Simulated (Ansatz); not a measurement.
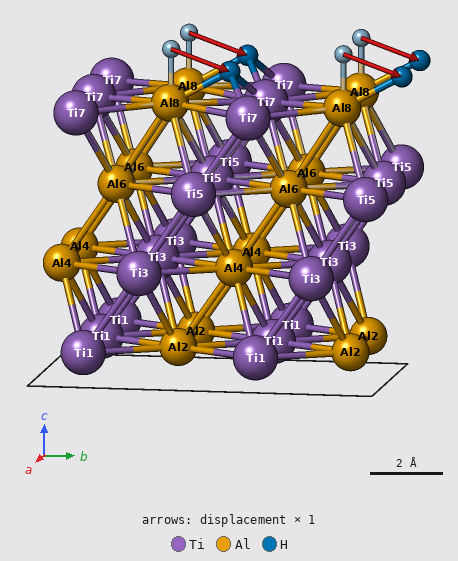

A constrained relaxation of a slab of composition Ti₄Al₄H (cut from the P4/mmm phase). The starting structure is drawn faded, the final one solid; red arrows show the displacements, at their true length.

Style: ball-and-stick. Shown: the 2 × 2 repeat of the cell, outlined in the plane, without the vacuum, slightly off an axis.

Case: H put at a top Al site. The slab is the (1 0 1) face of TiAl with H on it. 4 atoms are held fixed.

Theory: DFT PBEsol, scalar-relativistic, plane waves, PAW (Ansatz).

The input:
```yaml
crystal:
  lattice:
    - [2.7951585985, 0.0, 0.0]
    - [0.0, 4.9116531041, 0.0]
    - [0.0, 0.0, 25.895185751]
  atoms:
    - { symbol: Ti, position: [0.0, 0.3238601685, 0.3282463421] }
    - { symbol: Al, position: [0.5, 0.8238601685, 0.3282463421] }
    - { symbol: Ti, position: [0.0, 0.6477203369, 0.4170039696] }
    - { symbol: Al, position: [0.5, 0.1477203369, 0.4170039696] }
    - { symbol: Ti, position: [0.0, 0.9714622164, 0.5052707184] }
    - { symbol: Al, position: [0.5, 0.4712922267, 0.5060950249] }
    - { symbol: Ti, position: [0.0, 0.2846919189, 0.5916210053] }
    - { symbol: Al, position: [0.5, 0.7827906297, 0.596752324] }
    - { symbol: H, position: [0.5, 0.7827906297, 0.6554504934] }
basis:
  ecutwfc: 420
kpoints:
  mp_grid: { grid: [10, 6, 1] }
hamiltonian:
  xc: pbesol
scf:
  occupations: { method: gaussian, width: 0.1 }
output:
  forces: true
  eigenvalues: true
  write_density: true
  write_potential: true
  elf: true
  volumetric_format: npy
relax:
  adjacent_minimum: "off"
  f_tol: 0.03
  max_steps: 70
  constraints: [{ sites: [0, 1, 2, 3] }]
efield:
  axis: 3
  dipole_correction: true
  ramp_width: 0.04
```

Command:
```bash
ansatz run input.yaml --threads 1 --pin off --max-ram 2560MiB --backend cpu --events-out ev --progress --plain --runs-dir out
```

Q: Atoms of which element are displaced furthest, and by how much?

A: Hydrogen: up to 1.77 Å, against 0.04 Å for titanium.

Q: What happened in the run?

A: The largest move is that of H9, 1.77 Å at 71° to the normal (−c side). Largest moves by element: H 1.77 Å, Ti 0.04 Å, Al 0.04 Å. The cell doesn't change. Among the contacts that change: Ti7–H9 3.281 → 1.923 Å, Al8–H9 1.520 → 1.946 Å, Al4–Al6 2.801 → 2.775 Å, Al4–Ti5 2.816 → 2.837 Å. New bonds form: Ti7–H9 (3.28 → 1.92 Å). Over 10 geometry steps the energy falls by 1.665 eV per cell of the calculation. The largest force component goes from 2 to 0.017 eV/Å.

Limits of the set-up: the periodic images lie only 2.8 Å apart, so the values are limited by the cell's size.
